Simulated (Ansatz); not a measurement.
System: SnSe.

How it was computed, with Ansatz 0.2.0: relaxed lattice of one prototype by several density functionals, zero stress, symmetry kept, spin-unpolarised plane waves.

- prototype: wurtzite
- atoms in cell: 4
- periodic directions: 3

What does the calculation give for the volume per atom by functional? The cases: PBEsol; PBE; r2SCAN.

PBEsol gives 32.895 Å³, r2SCAN 34.423 Å³ and PBE 35.044 Å³.

```json
{"functional": "PBEsol", "volume per atom (Å³)": "32.895", "lattice constant a (Å)": "5.016", "lattice constant c (Å)": "6.039"}
{"functional": "PBE", "volume per atom (Å³)": "35.044", "lattice constant a (Å)": "5.105", "lattice constant c (Å)": "6.211"}
{"functional": "r2SCAN", "volume per atom (Å³)": "34.423", "lattice constant a (Å)": "5.075", "lattice constant c (Å)": "6.174"}
```

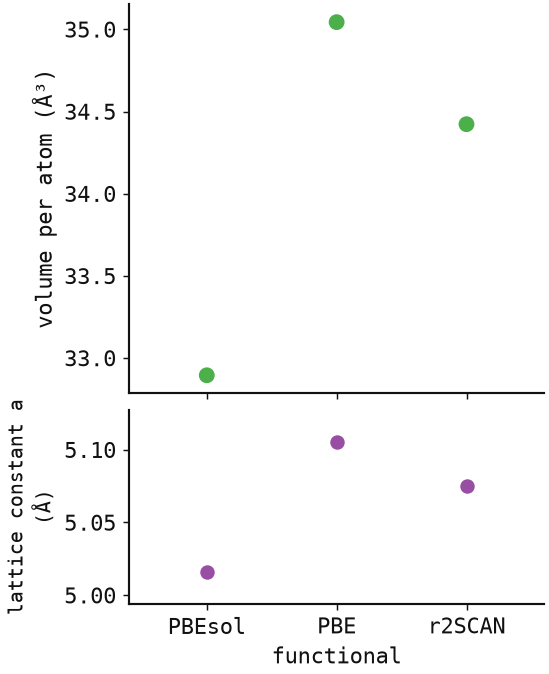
